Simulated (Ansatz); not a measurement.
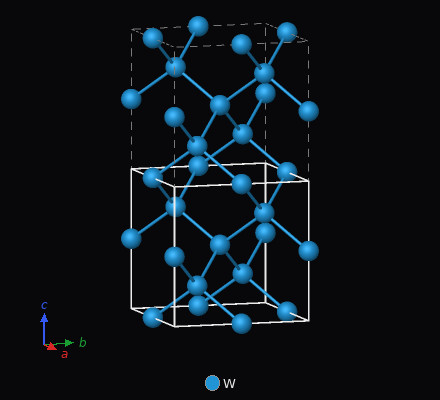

The structure; the drawing may span several cells.

Structure (in its standard cell), the geometry relaxed with Ansatz 0.2.0, DFT PBEsol, scalar-relativistic, plane waves, PAW; the starting structure was generated, so it need not be a known form of this composition:

Space group Fd-3m:1 (No. 227). a = 5.756 Å, b = 5.756 Å, c = 5.756 Å, α = 90.00°, β = 90.00°, γ = 90.00°
```json
{"atom": "W", "site": "8b", "symmetry": "-43m", "x": "0.5000", "y": "0.0000", "z": "0.0000"}
```

> Predict the [110] zone-axis pattern (300 kV, kinematic, B = 0.8 Å²).

The spots form a centred rectangular net with both shortest vectors at d = 3.32 Å, 70.5° apart. They are -1 1 -1 and -1 1 1. The pattern has symmetry 2mm. The lattice centring (F) removes all reflections that break h + k = 2n, h + l = 2n; a screw axis and a glide plane both extinguish reflections such as 0 0 2, 0 0 6; reflections such as 2 -2 -2, 2 -2 2, 4 -4 -2 are allowed by the space group but vanish because the atoms sit on special positions.

Strongest reflections with d > 1.01 Å, one of each family (|F|² from tabulated Gaussian fits of the electron scattering factors, times a small damping for the curvature of the Ewald sphere):

```json
{"hkl": "1 -1 1", "d (Å)": "3.323", "I (strongest = 100)": "100"}
{"hkl": "2 -2 0", "d (Å)": "2.035", "I (strongest = 100)": "93"}
{"hkl": "0 0 4", "d (Å)": "1.439", "I (strongest = 100)": "45"}
{"hkl": "1 -1 3", "d (Å)": "1.735", "I (strongest = 100)": "34"}
{"hkl": "2 -2 4", "d (Å)": "1.175", "I (strongest = 100)": "27"}
{"hkl": "3 -3 1", "d (Å)": "1.320", "I (strongest = 100)": "18"}
```

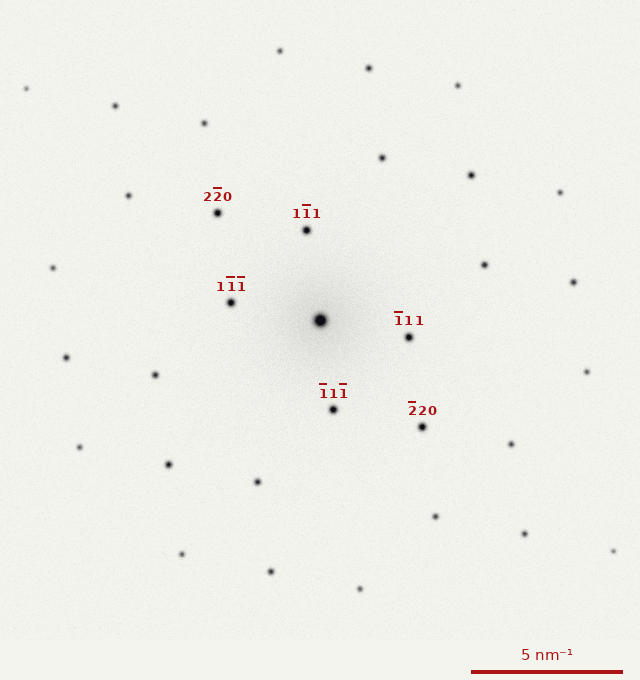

Calculated pattern, seen from the source side with [110] pointing towards the source.
